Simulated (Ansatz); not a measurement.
# Run report: KI, band-structure calculation (part 1 of 2)

KI (P6₃/mmc, 4 atoms in the cell), computed with DFT, HSE06, plane waves, PAW, no spin polarisation (Ansatz 0.2.0).

The structure derives from a Materials Project entry. The geometry comes from this level: r2SCAN (a point of a series of strains). It belongs to a series of runs on one base structure; here: epitaxial_xy strain -4.8%. Figures and captions count atoms from 1; the log counts them from 0 in places.

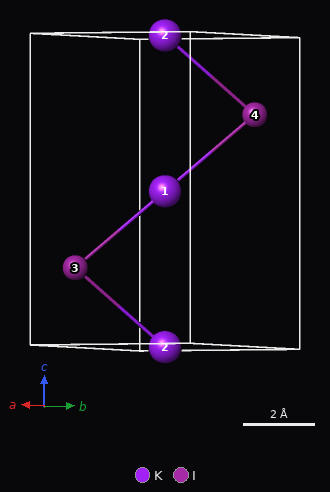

Fig. 1: The structure (ball-and-stick view of the cell of the calculation, seen at an oblique angle; atoms are numbered from 1 in the order of the input). An atom can appear more than once, as a periodic image. Near neighbours in the periodic cell (some may lie outside the picture): K has 6 I at 3.49 Å; I has 6 K at 3.49 Å.

Input
```yaml
crystal:
  lattice:
    - [2.3320033821, -4.0387282402, 0.0]
    - [2.3320033821, 4.0387282402, 0.0]
    - [0.0, 0.0, 8.9017267809]
  atoms:
    - { symbol: K, position: [0.5, 0.5, 0.5] }
    - { symbol: K, position: [0.5, 0.5, 0.0] }
    - { symbol: I, position: [0.8333973524, 0.1666026476, 0.25] }
    - { symbol: I, position: [0.1666026476, 0.8333973524, 0.75] }
kpoints:
  mp_grid: { grid: [6, 6, 2] }
  band_path:
    path:
      - [0.0, 0.0, 0.0]
      - [2.60029e-05, 0.499993499, 0.0]
      - [-0.3332943289, 0.6666406635, 0.0]
      - [0.0, 0.0, 0.5]
      - [2.60029e-05, 0.499993499, 0.5]
      - [-0.3332943289, 0.6666406635, 0.5]
    npoints: 1
hamiltonian:
  xc: hse06
scf:
  occupations: { method: fixed }
  n_extra_bands: 5
output:
  forces: true
  stress: true
  eigenvalues: true
  write_density: true
  write_potential: true
  elf: true
  volumetric_format: npy
```

Machine: 4 threads of Arm Neoverse V2, 24 GiB of memory available, shared host.

Command:
```bash
ansatz run input.yaml --threads 4 --pin off --max-ram 4608MiB --backend cpu --events-out ev --progress --plain --runs-dir out
```

Log
```
Warning: output.stress: scf.convergence.dr2_threshold = 1e-7 eV (the SCF's general default) is looser than the 4e-10 eV advised for a printed stress (1e-10 eV for each atom of the cell: 4). What an SCF threshold leaves in a stress goes as its square root, and in the free energy as the threshold itself, and one threshold admits the most on a small cell: of the crystals measured, under no hybrid functional and no lock of the moments, on runs that ended without the residual-converged pass, on stresses that held no estimate of that error, the worst erred by over 100 MPa in a component at 1e-7 eV an atom and by under 5 at 1e-10. Set scf.convergence.dr2_threshold to 4e-10 eV or tighter. The threshold is an SCF's pass mark: one that does not reach it within its budget of iterations ends unconverged, or closes short of it on a stop that the run arms, and scf.convergence.dr2_threshold's page says what that costs each kind of run
Warning: output.stress: scf.exx.energy_threshold = 1e-6 eV is looser than the 4e-8 eV advised for a stress under a hybrid functional (1e-8 eV for each atom of the cell: 4). Every SCF of the exchange loop can meet its threshold on dr2 while the loop round them stops early: no threshold on dr2 bounds what that leaves in the stress. Set scf.exx.energy_threshold to 4e-8 eV or tighter. The threshold is the loop's pass mark: a loop that does not reach it within its budget of cycles ends unconverged, and scf.exx.energy_threshold's page has the law
scf.n_extra_bands = 5 over 26 filled bands (N_el = 52.0): the run solves 31 bands
Engine: ansatz 0.2.0, aarch64-unknown-linux-gnu
Pseudopotentials: kind: paw
Pseudopotential: K, paw, valence charge 9, recommended cutoff 420 eV (normal), K.paw.azcp
Pseudopotential: I, paw, valence charge 17, recommended cutoff 420 eV (normal), I.paw.azcp
Functional definition: HSE06
  parameter a = 0.25
  parameter omega = 0.11/bohr
  exchange = pbe_x - a*pbe_x_sr(omega) + a*exact_x_sr(omega)
  correlation = pbe_c
davidson cushion auto → on  (no smearing: the cushion is to keep the highest requested band from converging to the state above it; pin scf.eigensolver.cushion to override)
Crystal: 4 atoms, lattice volume = 167.679 Å³
Basis set: ecut = 420 eV, 3263 PW (Γ), exchange–correlation on 64×64×120 points (8 copies of the dense FFT grid, shifted against one another)
Bands: 31, of which v1, the nominal top of the filled ones, is band 26 counted from 1 (25 counted from 0)
Symmetry: 8 space group operations
Space group: Cmcm (ITA 63), of the structure as read, at distance tolerance 5.5e-5 Å
k-points: 26 of 72
Non-local potential: K, projectors of the file, l = 0: 3, l = 1: 2, l = 2: 2
Non-local potential: I, projectors of the file, l = 0: 2, l = 1: 2, l = 2: 2, l = 3: 2
PAW form: soft (Blöchl's): semilocal exchange-correlation on the pseudo side does not see the compensation charge
PAW frozen core: K, regenerated for the run's functional, and the local potential with it (the file was generated under x = pbe(κ = 0.804, μ = 0.2195149727645171), c = pbe(β = 0.06672455060314922))
PAW frozen core: I, regenerated for the run's functional, and the local potential with it (the file was generated under x = pbe(κ = 0.804, μ = 0.2195149727645171), c = pbe(β = 0.06672455060314922))
PAW one-centre angular grid: K, 110 points (default); XC on 64 Gauss nodes
PAW one-centre angular grid: I, 590 points (default); XC on 96 Gauss nodes
Initial density: superposition of atomic densities (neutral atoms: chi_scale 0, normalization atom), corrected by the library's trained network
Initial wavefunctions: pseudopotential atomic-orbital guess
Functional: x = pbe(κ = 0.804, μ = 0.2195149727645171), c = pbe(β = 0.06672455060314922), warm-up for x = pbe(κ = 0.804, μ = 0.2195149727645171) + 0.25 (exact − pbe) at short range (hse, ω = 0.20786987370883472 Å⁻¹), c = pbe(β = 0.06672455060314922); HSE06 as pw.x's `hse` composes it (authors' and Libxc's form: `xc: wpbeh`)
SCF iter   1: F=—  HF=-18107.220717 eV  |F-HF|=—  |Δ(HF+E_count)|=         —  Δρ=3.97e-4  dr2=1.97e-4  ethr=1.77e-3  ⟨swp⟩=2.2  Hψ=5777  notcnv=0
preconditioner: auto → none  [insulator: Δε(μ)=3.751 eV  Ē_g=13.144 eV  n_scr=36 (ndim 8)  ℏωp=15.2 eV  f_vac=0.127]
SCF iter   2: F=-18107.221120 eV  HF=-18107.221032 eV  |F-HF|=8.78e-5  |Δ(HF+E_count)|=   3.15e-4  Δρ=1.44e-4  dr2=2.23e-5  ethr=3.79e-7  ⟨swp⟩=6.9  Hψ=3328  notcnv=0  defer=58
SCF 1 stopped early in 2 iterations: F = -18107.221120 eV  dr2 = 2.23e-5
  greatest PAW one-centre occupation: 0.999 electrons in one spin orbital (limit 2), on the I atom at site 3 (counted from 0), in its partial waves of l = 2
Initial density: handed on by an earlier stage of this run
Initial wavefunctions: those handed on with the density
Functional: x = pbe(κ = 0.804, μ = 0.2195149727645171) + 0.25 (exact − pbe) at short range (hse, ω = 0.20786987370883472 Å⁻¹), c = pbe(β = 0.06672455060314922); HSE06 as pw.x's `hse` composes it (authors' and Libxc's form: `xc: wpbeh`)
Exchange kernel: α = 0.2500, screened, ω = 0.2079 Å⁻¹, Wigner–Seitz truncation, v(0) = 1045.2311 eV·Å³, q-mesh 6×6×2, nearest image of the exchange supercell L = 17.80 Å, pair-density grid 24×24×40, without the augmentation charges, whose exchange is taken in its separable form by FFT convolution over the k-point mesh (sized by the pseudopotential files, 27×27×60 at the most), smooth part of the exact exchange by density-matrix convolution
Frozen-core exchange: fock
SCF iter   1: F=—  HF=-18118.696166 eV  |F-HF|=—  |Δ(HF+E_count)|=         —  Δρ=1.62e-3  dr2=4.44e-3  ethr=4.29e-7  ⟨swp⟩=10.5  Hψ=4569  notcnv=0
preconditioner: auto → none  [insulator: Δε(μ)=4.735 eV  Ē_g=14.763 eV  n_scr=36 (ndim 8)  ℏωp=15.2 eV  f_vac=0.127]
SCF iter   2: F=—  HF=-18118.695371 eV  |F-HF|=—  |Δ(HF+E_count)|=   7.95e-4  Δρ=7.32e-4  dr2=9.33e-4  ethr=4.29e-7  ⟨swp⟩=5.0  Hψ=2712  notcnv=0
SCF iter   3: F=—  HF=-18118.700120 eV  |F-HF|=—  |Δ(HF+E_count)|=   4.75e-3  Δρ=2.82e-4  dr2=1.58e-4  ethr=4.29e-7  ⟨swp⟩=5.9  Hψ=3100  notcnv=0
iter 4 solved again at ethr=7.51e-9 eV; its pass at ethr=2.85e-7 eV (dr2=3.91e-6 eV) is discarded
SCF iter   4: F=—  HF=-18118.700114 eV  |F-HF|=—  |Δ(HF+E_count)|=   6.58e-6  Δρ=7.12e-5  dr2=8.59e-6  ethr=7.51e-9  ⟨swp⟩=3.7  Hψ=4103  notcnv=0  defer=6
SCF iter   5: F=-18118.700175 eV  HF=-18118.700176 eV  |F-HF|=8.03e-7  |Δ(HF+E_count)|=   6.25e-5  Δρ=2.71e-5  dr2=1.19e-6  ethr=7.51e-9  ⟨swp⟩=6.2  Hψ=3087  notcnv=0  defer=20
SCF 2 stopped early in 5 iterations: F = -18118.700175 eV  dr2 = 1.19e-6
  Residual-converged pass: ⟨swp⟩=3.4  Hψ=2088  notcnv=0  max |occ|·‖R‖ = 6.6e-6 eV (tolerance 6.7e-6 eV)  dr2=1.19e-6  dr2_onsite=9.69e-8  max |Δocc| = 0.0e0
hybrid outer 1: dexx = +5.260e-3 eV, tail = 1.46e-5 eV
Exchange kernel: α = 0.2500, screened, ω = 0.2079 Å⁻¹, Wigner–Seitz truncation, v(0) = 1045.2311 eV·Å³, q-mesh 6×6×2, nearest image of the exchange supercell L = 17.80 Å, pair-density grid 24×24×40, without the augmentation charges, whose exchange is taken in its separable form by FFT convolution over the k-point mesh (sized by the pseudopotential files, 27×27×60 at the most), smooth part of the exact exchange by density-matrix convolution
Frozen-core exchange: fock
SCF iter   1: F=—  HF=-18118.700163 eV  |F-HF|=—  |Δ(HF+E_count)|=         —  Δρ=2.69e-5  dr2=6.40e-7  ethr=1.41e-7  ⟨swp⟩=4.8  Hψ=2103  notcnv=0
preconditioner: auto → none  [insulator: Δε(μ)=4.743 eV  Ē_g=14.779 eV  n_scr=36 (ndim 8)  ℏωp=15.2 eV  f_vac=0.135]
SCF iter   2: F=—  HF=-18118.700163 eV  |F-HF|=—  |Δ(HF+E_count)|=   1.31e-7  Δρ=1.10e-5  dr2=7.54e-8  ethr=1.11e-9  ⟨swp⟩=5.3  Hψ=2691  notcnv=0  defer=1
SCF iter   3: F=—  HF=-18118.700163 eV  |F-HF|=—  |Δ(HF+E_count)|=   5.28e-8  Δρ=2.06e-6  dr2=8.61e-9  ethr=1.33e-10  ⟨swp⟩=4.6  Hψ=2571  notcnv=0  defer=101
SCF iter   4: F=-18118.700163 eV  HF=-18118.700163 eV  |F-HF|=5.78e-10  |Δ(HF+E_count)|=   4.85e-9  Δρ=5.71e-7  dr2=7.21e-10  ethr=1.52e-11  ⟨swp⟩=5.1  Hψ=2573  notcnv=0  defer=13
SCF 3 converged in 4 iterations: F = -18118.700163 eV  dr2 = 7.21e-10
  Residual-converged pass: ⟨swp⟩=3.2  Hψ=2280  notcnv=0  max |occ|·‖R‖ = 6.0e-7 eV (tolerance 6.3e-7 eV)  dr2=7.44e-10  dr2_onsite=8.78e-11  max |Δocc| = 0.0e0
```

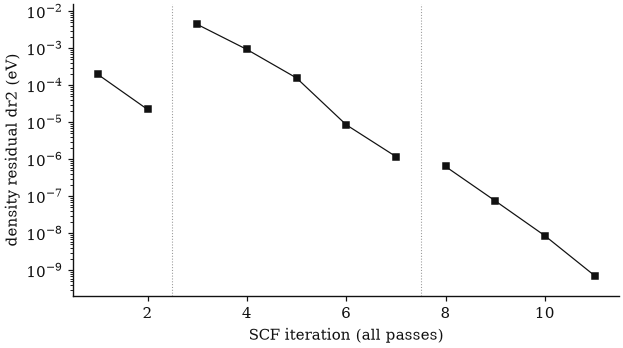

Fig. 2: Convergence of the self-consistent field: density residual dr2 against the SCF iteration. The run starts with a semilocal functional; after that each stretch between dotted lines is one SCF of the hybrid functional between two exact rebuilds of the exchange operator by the outer loop. Early passes are stopped at a loose threshold. The passes take 2, 5 and 4 iterations.

```
hybrid outer 2: dexx = +1.458e-7 eV, tail = 6.65e-9 eV, Δε = 2.46e-3 eV (about 6.72e-5 eV left of the loop's levels), ΔF = 5.60e-4 eV/Å (tail 1.94e-4)
NSCF: frozen V_eff on 6 k-points
hybrid SCF converged: 2 outer / 9 inner (+2 warm-up), last move |dexx| = 1.46e-7 eV, tail = 6.65e-9 eV
Stability not checked: this state was not tested for a lower state beside it, because the functional holds exact exchange (a hybrid, or Hartree-Fock), whose exchange loop this test does not read (fock_operator; see scf.lower_state_search)
Free energy (F): -18118.700163 eV
Frozen-core exchange: fock
Harris-Foulkes:  -18118.700163 eV  (|F-HF|=5.78e-10)
Internal energy: -18118.700163 eV  (E = F + TS)
E sigma→0 (E₀):  -18118.700163 eV
Fermi energy:    2.212203 eV
--- Per-component energies (eV) ---
  E_band       = -1129.075671
  E_kinetic    = 887.006936
  E_local      = -5540.490439  (includes V_loc(G=0)·N_el)
  E_nonlocal   = -155.444752
  E_hartree    = 2635.163253
  E_xc         = -423.317998
  E_vxc        = -468.645946  (∫ρ·V_xc dr)
  E_exx        = -148.742045  (= α·E_x^exact, valence–valence)
  E_paw        = -11164.585393  (= ΣΔE_a)
  E_vpaw       = -824.342254  (= ΣTr[D̂ρ^β])
  E_aug_tail   = -0.000013  (compensation charges beyond the density's cutoff)
  E_ewald      = -4207.292413
  E_core_change = -0.997297  (= ΣΔE_core)
  E_smearing   = -0.000000  (= −TS)
  E_closure    = -0.000000  (closes the sum)
  Σ components = -18118.700163   (vs F -18118.700163, Δ=3.64e-12)
--- Forces (eV/Å), atoms counted from 1 ---
  atom   1  K      0.00000000     0.00000000     0.00000000
  atom   2  K      0.00000000     0.00000000    -0.00000000
  atom   3  I      0.00000000     0.00046954     0.00000000
  atom   4  I      0.00000000    -0.00046954     0.00000000
  max |Σ_I F_I| component: 1.58e-30 eV/Å
--- Stress (GPa, compression-positive) ---
        1.426589       0.000000       0.000000
        0.000000       1.425080       0.000000
        0.000000       0.000000       0.262181
  P = ⅓ Tr σ = 1.0379 GPa (10.379 kbar)
--- Band table (eV; the first three rows and the last of 26) ---
  k-point 0: bands = ["-43.0527", "-43.0526", "-43.0498", "-43.0498", "-43.0497", "-43.0497", "-43.0322", "-43.0322", "-43.0322", "-43.0322", "-28.8429", "-28.8393", "-11.2075", "-10.9840", "-10.9840", "-10.9736", "-10.9736", "-10.9598", "-9.4627", "-9.1086", "0.4320", "1.6848", "1.9551", "1.9556", "2.2117", "2.2122", "6.9543", "8.7362", "8.7868", "10.1904", "10.1914"]
  k-point 1: bands = ["-43.0527", "-43.0527", "-43.0498", "-43.0498", "-43.0497", "-43.0497", "-43.0322", "-43.0322", "-43.0322", "-43.0322", "-28.8411", "-28.8411", "-11.0941", "-11.0941", "-10.9788", "-10.9788", "-10.9788", "-10.9788", "-9.2767", "-9.2767", "0.9823", "0.9823", "2.0791", "2.0791", "2.0796", "2.0796", "8.1990", "8.1990", "9.2188", "9.2188", "10.5507"]
  k-point 2: bands = ["-43.0526", "-43.0526", "-43.0498", "-43.0498", "-43.0497", "-43.0497", "-43.0322", "-43.0322", "-43.0322", "-43.0322", "-28.8419", "-28.8385", "-11.1695", "-11.0343", "-10.9922", "-10.9888", "-10.9773", "-10.9557", "-9.3688", "-9.1294", "0.5977", "1.6246", "1.6393", "1.6846", "1.8969", "2.1007", "7.4977", "8.8765", "9.3373", "9.9783", "10.3608"]
  k-point 25: bands = ["-43.0526", "-43.0526", "-43.0498", "-43.0498", "-43.0497", "-43.0497", "-43.0322", "-43.0322", "-43.0322", "-43.0322", "-28.8376", "-28.8376", "-11.1127", "-11.1127", "-10.9957", "-10.9957", "-10.9892", "-10.9892", "-9.1488", "-9.1488", "0.6329", "0.6329", "1.3771", "1.3771", "1.7652", "1.7652", "8.5219", "8.5219", "8.8339", "8.8339", "11.5441"]
```

File bands.tsv
```
# k_distance	band_0	band_1	band_2	band_3	band_4	band_5	band_6	band_7	band_8	band_9	band_10	band_11	band_12	band_13	band_14	band_15	band_16	band_17	band_18	band_19	band_20	band_21	band_22	band_23	band_24	band_25	band_26	band_27	band_28	band_29	band_30
# fermi_ev = 2.212203
# lock_threshold_ev = 1e-6
# [0, 0, 0] at k_distance = 0.000000
# [0.0000260029, 0.499993499, 0] at k_distance = 0.777816
# [-0.3332943289, 0.6666406635, 0] at k_distance = 1.226889
# [0, 0, 0.5] at k_distance = 2.191884
# [0.0000260029, 0.499993499, 0.5] at k_distance = 2.969700
# [-0.3332943289, 0.6666406635, 0.5] at k_distance = 3.418773
# levels_relative_to = fermi_ev
# free_energy_ev = -18118.700163
```
